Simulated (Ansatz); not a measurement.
Geometry relaxation, with input and output: C11H3 (part 3 of 3)

Continued. System: C11H3 (slab, 28 atoms in the cell). Method: DFT PBE, scalar-relativistic, plane waves, PAW, no spin polarisation (Ansatz 0.2.0); cutoff 420 eV, 5×10×1 k-mesh, Gaussian smearing of 0.05 eV. The structure derives from an entry of the Crystallography Open Database. The input holds or restrains some coordinates.

**Output, continued**
```
  k-point 17: bands = ["-13.5951", "-13.5340", "-13.1774", "-13.0386", "-12.6087", "-12.5633", "-12.3833", "-12.1566", "-11.8650", "-11.6319", "-11.5156", "-10.3307", "-9.7969", "-9.4774", "-9.2915", "-8.6340", "-8.6008", "-8.0828", "-7.8225", "-7.2502", "-7.2498", "-6.9981", "-6.5647", "-6.1975", "-5.0132", "-4.7739", "-4.6209", "-4.5748", "-4.3672", "-4.1308", "-3.8471", "-3.5026", "-3.3252", "-3.1446", "-2.9147", "-2.8363", "-2.8260", "-2.6356", "-2.6173", "-2.4403", "-2.3596", "-2.3317", "-1.8726", "-1.7577", "-1.7300", "-1.1845", "-0.6349", "6.4753", "6.7966", "7.7857", "8.4331", "8.4571", "8.8277", "8.9857", "9.3090", "9.5140", "9.6361", "9.9409", "10.0929", "10.1282", "10.5922", "10.6924", "10.7429", "11.1731", "11.2882", "11.5091", "11.6121", "11.7859", "12.1151", "12.3543", "12.6293", "12.7097", "12.7678", "12.7691", "12.9469"]
--- Relaxed structure (6 steps of the walk, 6 accepted, 0 SCFs on fresh bases) ---
  F+E_penalty+E_count = -5605.85269341 eV   max|allowed force component| = 8.975e-3 eV/Å
  atoms:
    - { symbol: H, position: [0.25, 0.1314227055, 0.2892443272] }
    - { symbol: H, position: [0.25, 0.8685772945, 0.2892443272] }
    - { symbol: H, position: [0.75, 0.8685772945, 0.2892443272] }
    - { symbol: H, position: [0.75, 0.1314227055, 0.2892443272] }
    - { symbol: C, position: [0.25, 0.5, 0.31164327180000007] }
    - { symbol: C, position: [0.75, 0.5, 0.31164327180000007] }
    - { symbol: C, position: [0.5, 0.5, 0.3420264634] }
    - { symbol: C, position: [0.0, 0.5, 0.3420264634] }
    - { symbol: C, position: [0.5, 0.0, 0.3724096552] }
    - { symbol: C, position: [0.0, 0.0, 0.3724096552] }
    - { symbol: C, position: [0.75, 0.0, 0.40279284680000005] }
    - { symbol: C, position: [0.25, 0.0, 0.40279284680000005] }
    - { symbol: C, position: [0.75, 0.5, 0.4331760385000001] }
    - { symbol: C, position: [0.25, 0.5, 0.4331760385000001] }
    - { symbol: C, position: [0.0026977058912600097, 0.5, 0.4635702642870738] }
    - { symbol: C, position: [0.4973022941087401, 0.5, 0.4635702642870738] }
    - { symbol: C, position: [0.002757412874809903, 0.0, 0.49394846764770706] }
    - { symbol: C, position: [0.49724258712519015, 0.0, 0.49394846764770706] }
    - { symbol: C, position: [0.25, 0.0, 0.5262493343535456] }
    - { symbol: C, position: [0.75, 0.0, 0.5225451954313153] }
    - { symbol: C, position: [0.25, 0.5, 0.5579032602547886] }
    - { symbol: C, position: [0.75, 0.5, 0.5516053386864427] }
    - { symbol: C, position: [0.5179748946975293, 0.5, 0.5854698279254149] }
    - { symbol: C, position: [-0.017974894697529203, 0.5, 0.5854698279254149] }
    - { symbol: C, position: [0.5894128249440121, 0.0, 0.6130597347865357] }
    - { symbol: C, position: [0.910587175055988, 0.0, 0.6130597347865357] }
    - { symbol: H, position: [0.5043665385138326, 0.0, 0.6475305842651627] }
    - { symbol: H, position: [0.9956334614861674, 0.0, 0.6475305842651627] }
```

**Trajectory as extended XYZ (Å, eV, eV/Å), 6 frames, from step=1 to step=6**
```
28
Lattice="5.0508 0.0000 0.0000 0.0000 2.5254 0.0000 0.0000 0.0000 29.3869" Properties=species:S:1:pos:R:3:forces:R:3 step=1 energy=-5604.58464
H     1.2627    0.3319    8.5000    0.0000  12.4276   0.5591
H     1.2627    2.1935    8.5000    0.0000 -12.4276   0.5591
H     3.7881    2.1935    8.5000    0.0000 -12.4277   0.5582
H     3.7881    0.3319    8.5000    0.0000  12.4277   0.5582
C     1.2627    1.2627    9.1582    0.0000   0.0000   0.1932
C     3.7881    1.2627    9.1582    0.0000   0.0000   0.1833
C     2.5254    1.2627   10.0511    0.0126   0.0000  -1.3729
C     0.0000    1.2627   10.0511   -0.0126   0.0000  -1.3729
C     2.5254    0.0000   10.9440   -0.0269   0.0000   0.0883
C     0.0000    0.0000   10.9440    0.0269   0.0000   0.0883
C     3.7881    0.0000   11.8368    0.0000   0.0000   0.0528
C     1.2627    0.0000   11.8368    0.0000   0.0000  -0.0896
C     3.7881    1.2627   12.7297    0.0000   0.0000   0.3239
C     1.2627    1.2627   12.7297    0.0000   0.0000  -0.3294
C     0.0195    1.2627   13.6233    0.0147   0.0000  -0.0106
C     2.5060    1.2627   13.6233   -0.0147   0.0000  -0.0106
C     0.0207    0.0000   14.5154   -0.0239   0.0000   0.0378
C     2.5047    0.0000   14.5154    0.0239   0.0000   0.0378
C     1.2627    0.0000   15.4907    0.0000   0.0000   0.0057
C     3.7881    0.0000   15.3345    0.0000   0.0000   0.2221
C     1.2627    1.2627   16.4381    0.0000   0.0000  -0.2375
C     3.7881    1.2627   16.1739    0.0000   0.0000   0.3646
C     2.6181    1.2627   17.2394    0.2739   0.0000  -2.8521
C    -0.0927    1.2627   17.2394   -0.2739   0.0000  -2.8521
C     3.0983    0.0000   17.9171   -7.2136   0.0000   3.0513
C     4.4780    0.0000   17.9171    7.2136   0.0000   3.0513
H     2.8153    0.0000   19.0008   -0.7680   0.0000  -0.4021
H     4.7609    0.0000   19.0008    0.7680   0.0000  -0.4021
28
Lattice="5.0508 0.0000 0.0000 0.0000 2.5254 0.0000 0.0000 0.0000 29.3869" Properties=species:S:1:pos:R:3:forces:R:3 step=2 energy=-5605.63964
H     1.2627    0.3319    8.5000    0.0000  12.4273   0.5588
H     1.2627    2.1935    8.5000    0.0000 -12.4273   0.5588
H     3.7881    2.1935    8.5000    0.0000 -12.4275   0.5582
H     3.7881    0.3319    8.5000    0.0000  12.4275   0.5582
C     1.2627    1.2627    9.1582    0.0000   0.0000   0.1911
C     3.7881    1.2627    9.1582    0.0000   0.0000   0.1838
C     2.5254    1.2627   10.0511    0.0093   0.0000  -1.3726
C     0.0000    1.2627   10.0511   -0.0093   0.0000  -1.3726
C     2.5254    0.0000   10.9440   -0.0218   0.0000   0.0884
C     0.0000    0.0000   10.9440    0.0218   0.0000   0.0884
C     3.7881    0.0000   11.8368    0.0000   0.0000   0.0431
C     1.2627    0.0000   11.8368    0.0000   0.0000  -0.0836
C     3.7881    1.2627   12.7297    0.0000   0.0000   0.2662
C     1.2627    1.2627   12.7297    0.0000   0.0000  -0.2780
C     0.0181    1.2627   13.6231   -0.1034   0.0000  -0.0078
C     2.5073    1.2627   13.6231    0.1034   0.0000  -0.0078
C     0.0152    0.0000   14.5152    0.1183   0.0000   0.0083
C     2.5102    0.0000   14.5152   -0.1183   0.0000   0.0083
C     1.2627    0.0000   15.4771    0.0000   0.0000   0.0059
C     3.7881    0.0000   15.3458    0.0000   0.0000  -0.0144
C     1.2627    1.2627   16.4157    0.0000   0.0000  -0.0017
C     3.7881    1.2627   16.1860    0.0000   0.0000   0.8602
C     2.6177    1.2627   17.2198    0.4297   0.0000  -0.8815
C    -0.0923    1.2627   17.2198   -0.4297   0.0000  -0.8815
C     3.0409    0.0000   17.9980   -2.9396   0.0000   0.9385
C     4.5353    0.0000   17.9980    2.9396   0.0000   0.9385
H     2.6346    0.0000   19.0415    0.0073   0.0000  -0.4791
H     4.9417    0.0000   19.0415   -0.0073   0.0000  -0.4791
28
Lattice="5.0508 0.0000 0.0000 0.0000 2.5254 0.0000 0.0000 0.0000 29.3869" Properties=species:S:1:pos:R:3:forces:R:3 step=3 energy=-5605.76556
H     1.2627    0.3319    8.5000    0.0000  12.4273   0.5587
H     1.2627    2.1935    8.5000    0.0000 -12.4273   0.5587
H     3.7881    2.1935    8.5000    0.0000 -12.4275   0.5582
H     3.7881    0.3319    8.5000    0.0000  12.4275   0.5582
C     1.2627    1.2627    9.1582    0.0000   0.0000   0.1909
C     3.7881    1.2627    9.1582    0.0000   0.0000   0.1846
C     2.5254    1.2627   10.0511    0.0079   0.0000  -1.3726
C     0.0000    1.2627   10.0511   -0.0079   0.0000  -1.3726
C     2.5254    0.0000   10.9440   -0.0187   0.0000   0.0886
C     0.0000    0.0000   10.9440    0.0187   0.0000   0.0886
C     3.7881    0.0000   11.8368    0.0000   0.0000   0.0341
C     1.2627    0.0000   11.8368    0.0000   0.0000  -0.0765
C     3.7881    1.2627   12.7297    0.0000   0.0000   0.2332
C     1.2627    1.2627   12.7297    0.0000   0.0000  -0.2410
C     0.0159    1.2627   13.6228   -0.1045   0.0000   0.0134
C     2.5095    1.2627   13.6228    0.1045   0.0000   0.0134
C     0.0130    0.0000   14.5153    0.1050   0.0000   0.0198
C     2.5124    0.0000   14.5153   -0.1050   0.0000   0.0198
C     1.2627    0.0000   15.4684    0.0000   0.0000  -0.0884
C     3.7881    0.0000   15.3563    0.0000   0.0000  -0.2238
C     1.2627    1.2627   16.3996    0.0000   0.0000  -0.1588
C     3.7881    1.2627   16.2001    0.0000   0.0000   0.4571
C     2.6050    1.2627   17.2075    0.4698   0.0000  -0.3012
C    -0.0796    1.2627   17.2075   -0.4698   0.0000  -0.3012
C     2.9816    0.0000   17.9997    0.3695   0.0000  -0.8036
C     4.5946    0.0000   17.9997   -0.3695   0.0000  -0.8036
H     2.6464    0.0000   19.0101   -0.7166   0.0000   1.0843
H     4.9298    0.0000   19.0101    0.7166   0.0000   1.0843
28
Lattice="5.0508 0.0000 0.0000 0.0000 2.5254 0.0000 0.0000 0.0000 29.3869" Properties=species:S:1:pos:R:3:forces:R:3 step=4 energy=-5605.85113
H     1.2627    0.3319    8.5000    0.0000  12.4273   0.5587
H     1.2627    2.1935    8.5000    0.0000 -12.4273   0.5587
H     3.7881    2.1935    8.5000    0.0000 -12.4274   0.5582
H     3.7881    0.3319    8.5000    0.0000  12.4274   0.5582
C     1.2627    1.2627    9.1582    0.0000   0.0000   0.1913
C     3.7881    1.2627    9.1582    0.0000   0.0000   0.1843
C     2.5254    1.2627   10.0511    0.0088   0.0000  -1.3726
C     0.0000    1.2627   10.0511   -0.0088   0.0000  -1.3726
C     2.5254    0.0000   10.9440   -0.0190   0.0000   0.0887
C     0.0000    0.0000   10.9440    0.0190   0.0000   0.0887
C     3.7881    0.0000   11.8368    0.0000   0.0000   0.0307
C     1.2627    0.0000   11.8368    0.0000   0.0000  -0.0716
C     3.7881    1.2627   12.7297    0.0000   0.0000   0.2341
C     1.2627    1.2627   12.7297    0.0000   0.0000  -0.2318
C     0.0141    1.2627   13.6230   -0.0053   0.0000  -0.0039
C     2.5113    1.2627   13.6230    0.0053   0.0000  -0.0039
C     0.0144    0.0000   14.5153   -0.0123   0.0000   0.0274
C     2.5110    0.0000   14.5153    0.0123   0.0000   0.0274
C     1.2627    0.0000   15.4665    0.0000   0.0000  -0.0234
C     3.7881    0.0000   15.3560    0.0000   0.0000  -0.0707
C     1.2627    1.2627   16.3978    0.0000   0.0000  -0.0801
C     3.7881    1.2627   16.2077    0.0000   0.0000   0.0545
C     2.6167    1.2627   17.2039   -0.0060   0.0000   0.0602
C    -0.0913    1.2627   17.2039    0.0060   0.0000   0.0602
C     2.9810    0.0000   18.0143   -0.0671   0.0000  -0.0368
C     4.5952    0.0000   18.0143    0.0671   0.0000  -0.0368
H     2.5639    0.0000   19.0312   -0.0678   0.0000   0.0118
H     5.0123    0.0000   19.0312    0.0678   0.0000   0.0118
28
Lattice="5.0508 0.0000 0.0000 0.0000 2.5254 0.0000 0.0000 0.0000 29.3869" Properties=species:S:1:pos:R:3:forces:R:3 step=5 energy=-5605.85208
H     1.2627    0.3319    8.5000    0.0000  12.4273   0.5587
H     1.2627    2.1935    8.5000    0.0000 -12.4273   0.5587
H     3.7881    2.1935    8.5000    0.0000 -12.4274   0.5582
H     3.7881    0.3319    8.5000    0.0000  12.4274   0.5582
C     1.2627    1.2627    9.1582    0.0000   0.0000   0.1910
C     3.7881    1.2627    9.1582    0.0000   0.0000   0.1843
C     2.5254    1.2627   10.0511    0.0085   0.0000  -1.3726
C     0.0000    1.2627   10.0511   -0.0085   0.0000  -1.3726
C     2.5254    0.0000   10.9440   -0.0183   0.0000   0.0886
C     0.0000    0.0000   10.9440    0.0183   0.0000   0.0886
C     3.7881    0.0000   11.8368    0.0000   0.0000   0.0279
C     1.2627    0.0000   11.8368    0.0000   0.0000  -0.0699
C     3.7881    1.2627   12.7297    0.0000   0.0000   0.2235
C     1.2627    1.2627   12.7297    0.0000   0.0000  -0.2209
C     0.0135    1.2627   13.6229   -0.0051   0.0000  -0.0110
C     2.5119    1.2627   13.6229    0.0051   0.0000  -0.0110
C     0.0135    0.0000   14.5154   -0.0002   0.0000  -0.0146
C     2.5119    0.0000   14.5154    0.0002   0.0000  -0.0146
C     1.2627    0.0000   15.4623    0.0000   0.0000   0.0347
C     3.7881    0.0000   15.3565    0.0000   0.0000   0.0488
C     1.2627    1.2627   16.3911    0.0000   0.0000   0.1071
C     3.7881    1.2627   16.2123    0.0000   0.0000  -0.0749
C     2.6136    1.2627   17.2062    0.0925   0.0000  -0.0617
C    -0.0882    1.2627   17.2062   -0.0925   0.0000  -0.0617
C     2.9768    0.0000   18.0155   -0.0281   0.0000   0.0091
C     4.5994    0.0000   18.0155    0.0281   0.0000   0.0091
H     2.5484    0.0000   19.0285   -0.0020   0.0000   0.0196
H     5.0278    0.0000   19.0285    0.0020   0.0000   0.0196
28
Lattice="5.0508 0.0000 0.0000 0.0000 2.5254 0.0000 0.0000 0.0000 29.3869" Properties=species:S:1:pos:R:3:forces:R:3 step=6 energy=-5605.85269
H     1.2627    0.3319    8.5000    0.0000  12.4273   0.5588
H     1.2627    2.1935    8.5000    0.0000 -12.4273   0.5588
H     3.7881    2.1935    8.5000    0.0000 -12.4274   0.5582
H     3.7881    0.3319    8.5000    0.0000  12.4274   0.5582
C     1.2627    1.2627    9.1582    0.0000   0.0000   0.1911
C     3.7881    1.2627    9.1582    0.0000   0.0000   0.1842
C     2.5254    1.2627   10.0511    0.0088   0.0000  -1.3726
C     0.0000    1.2627   10.0511   -0.0088   0.0000  -1.3726
C     2.5254    0.0000   10.9440   -0.0187   0.0000   0.0886
C     0.0000    0.0000   10.9440    0.0187   0.0000   0.0886
C     3.7881    0.0000   11.8368    0.0000   0.0000   0.0283
C     1.2627    0.0000   11.8368    0.0000   0.0000  -0.0707
C     3.7881    1.2627   12.7297    0.0000   0.0000   0.2279
C     1.2627    1.2627   12.7297    0.0000   0.0000  -0.2246
C     0.0136    1.2627   13.6229    0.0052   0.0000   0.0005
C     2.5118    1.2627   13.6229   -0.0052   0.0000   0.0005
C     0.0139    0.0000   14.5156   -0.0035   0.0000  -0.0034
C     2.5115    0.0000   14.5156    0.0035   0.0000  -0.0034
C     1.2627    0.0000   15.4648    0.0000   0.0000   0.0009
C     3.7881    0.0000   15.3560    0.0000   0.0000   0.0070
C     1.2627    1.2627   16.3951    0.0000   0.0000  -0.0007
C     3.7881    1.2627   16.2100    0.0000   0.0000  -0.0038
C     2.6162    1.2627   17.2052   -0.0090   0.0000   0.0029
C    -0.0908    1.2627   17.2052    0.0090   0.0000   0.0029
C     2.9770    0.0000   18.0159   -0.0008   0.0000  -0.0025
C     4.5992    0.0000   18.0159    0.0008   0.0000  -0.0025
H     2.5475    0.0000   19.0289    0.0017   0.0000  -0.0002
H     5.0288    0.0000   19.0289   -0.0017   0.0000  -0.0002
```

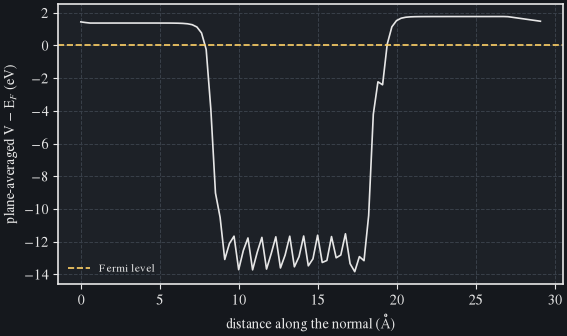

Figure 1. Plane average of the electrostatic potential energy of an electron across the cell, from the Fermi level. The vacuum level lies 1.77 eV above the Fermi level on the upper side and 1.37 eV on the lower.

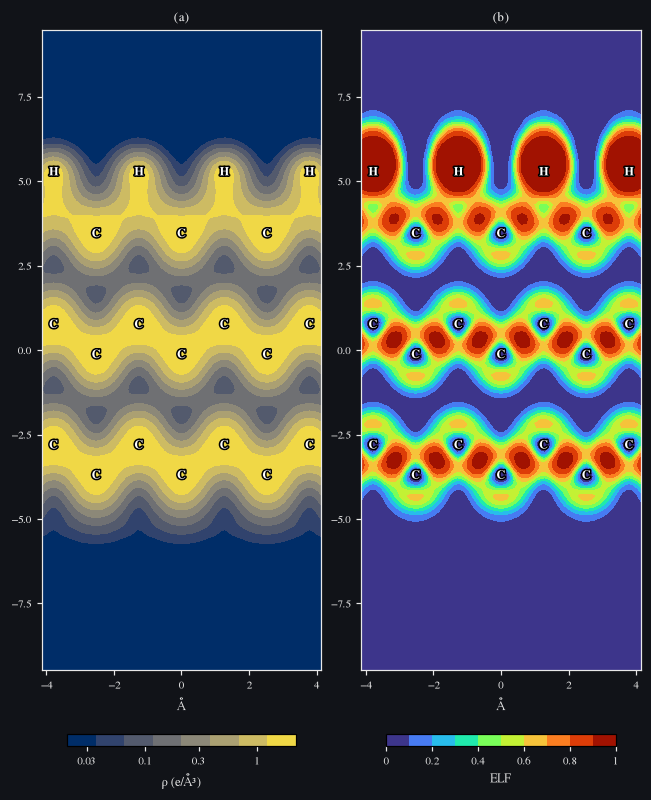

Figure 2. (a) valence charge density (pseudo); (b) electron localisation function on the (100) plane of the calculation cell, a cut from vacuum to vacuum. The section cuts through C and H sites. C–C (1.55 Å): ρ is about 1.6 e/Å³ halfway; the ELF peaks at about 0.95 between the atoms, which marks a shared electron pair. C–C (1.55 Å): ρ at the midpoint is about 1.6 e/Å³; the ELF peaks at about 0.95 between the atoms, which marks localised, shared-pair bonding. The density dies away to nearly zero in the vacuum. Core electrons are frozen (PAW), so the fields are smoothed inside the atomic spheres.

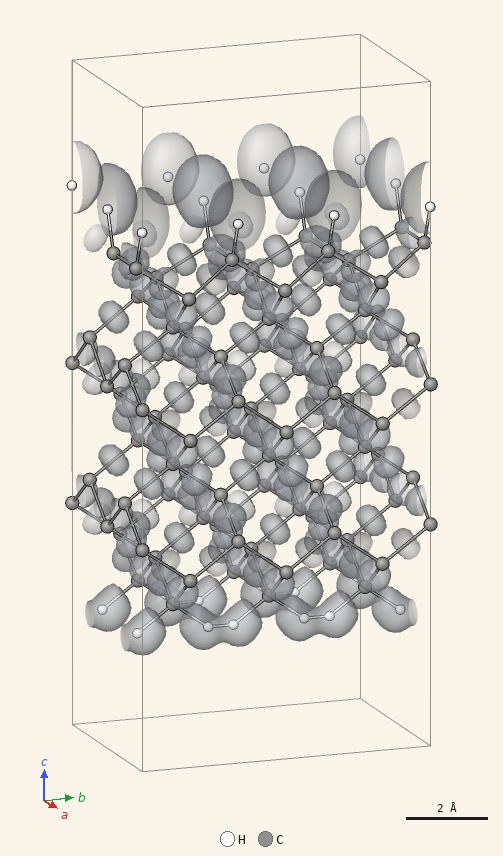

Figure 3. Isosurface of the electron localisation function at 0.8 (grey), seen slightly off an axis. Core shells and regions of very low density are left out. Sticks mark near contacts. Counts are for one cell; the picture repeats the cell along the surface.  Values along the shortest contacts: H–H (0.66 Å): the ELF is about 0.90 at the midpoint; a covalent bond by its length. C–H (1.10 Å): the ELF climbs to about 1 towards the hydrogen, as it does in any bond to H; a covalent bond by its length.
